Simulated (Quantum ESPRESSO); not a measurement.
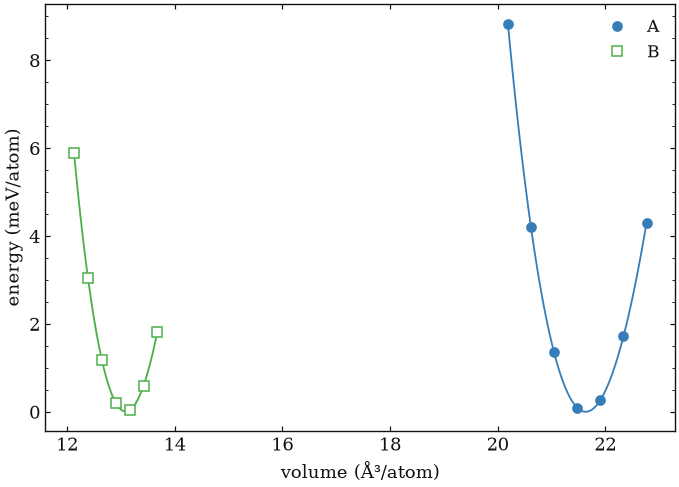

The figure compares two calculations of the energy against volume, each curve from its own zero. The first is for NaCl, space group Pm-3m (No. 221).

The cell holds 2 atoms.

Method: plane-wave DFT, no spin polarisation; energies at scaled volumes of the given cell, shape and fractions fixed, counted from the fit's minimum, third-order Birch-Murnaghan fit (Quantum ESPRESSO 7.5). Level: PBE.

- k mesh: 8×8×8
- occupations: Fermi–Dirac
- smearing width: 0.05 eV
- potentials: SSSP 1.3 efficiency PBE
- wave cutoff: 748.3 eV
- density cutoff: 5987 eV

In the second, Cl is replaced by H on all its sites, which gives NaH in the same structure. The second calculation uses wave cutoff 816.342 eV and k mesh 9×9×9.

Question: Which of A and B is the second calculation, and what did the change do?

Answer: B. The equilibrium volume falls from 21.64 to 13.09 Å³/atom (−40 %) and the bulk modulus falls from 25.7 to 23.7 GPa (−7.8 %).

V0 and the bulk modulus come from third-order Birch–Murnaghan fits.
